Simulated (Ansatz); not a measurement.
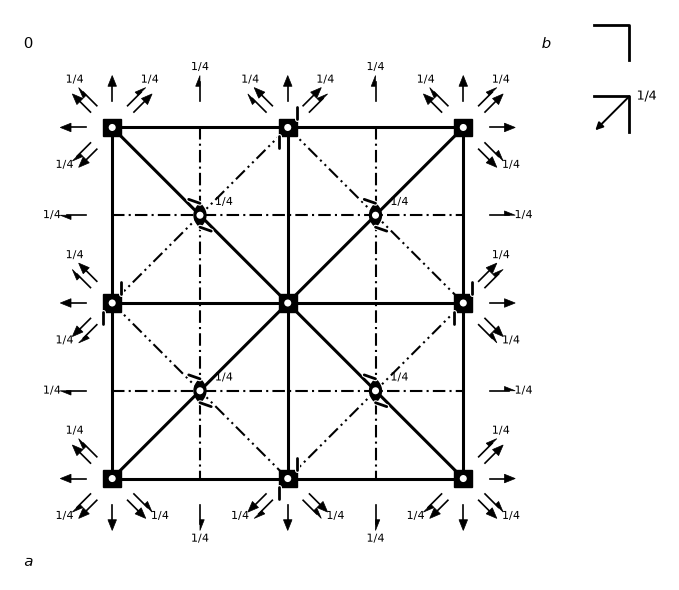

Symmetry elements of a space group, projected down c, computed from the operations of a computed or model structure of composition Co, which need not be its known form.

Graphical symbols as in the International Tables (origin upper left, heights as fractions; handed screw axes are marked by their printed symbols).

### Which space group is it?

I4/mmm (No. 139); body-centred tetragonal, point group 4/mmm, 32 general positions a cell.

### List the elements shown.

4₂ axes along c at (0, 1/2), (1/2, 0); 4 axes along c at (0, 0), (1/2, 1/2); 2₁ axes along c at (1/4, 1/4), (1/4, 3/4), (3/4, 1/4), (3/4, 3/4); inversion centres at (0, 0), (0, 1/2), (1/4, 1/4; c height 1/4), (1/4, 3/4; c height 1/4), (1/2, 0), (1/2, 1/2), (3/4, 1/4; c height 1/4), (3/4, 3/4; c height 1/4); mirror planes holding c and [1 1 0] or [−1 1 0]; e glide planes holding c and [1 1 0] or [−1 1 0]; mirror planes normal to a, at x = 0, 1/2; n glide planes normal to a, at x = 1/4, 3/4; mirror planes normal to b, at y = 0, 1/2; n glide planes normal to b, at y = 1/4, 3/4; a mirror plane normal to c at height 0; an n glide plane normal to c at height 1/4; 2 axes along [1 1 0] at heights 0, 1/4; 2 axes along [−1 1 0] at heights 0, 1/4; 2 axes along a at height 0; 2 axes along b at height 0; 2₁ axes along [1 1 0] at heights 0, 1/4; 2₁ axes along [−1 1 0] at heights 0, 1/4; 2₁ axes along a at height 1/4; 2₁ axes along b at height 1/4. Heights repeat every half period; positions are (a, b) fractions, modulo 1.
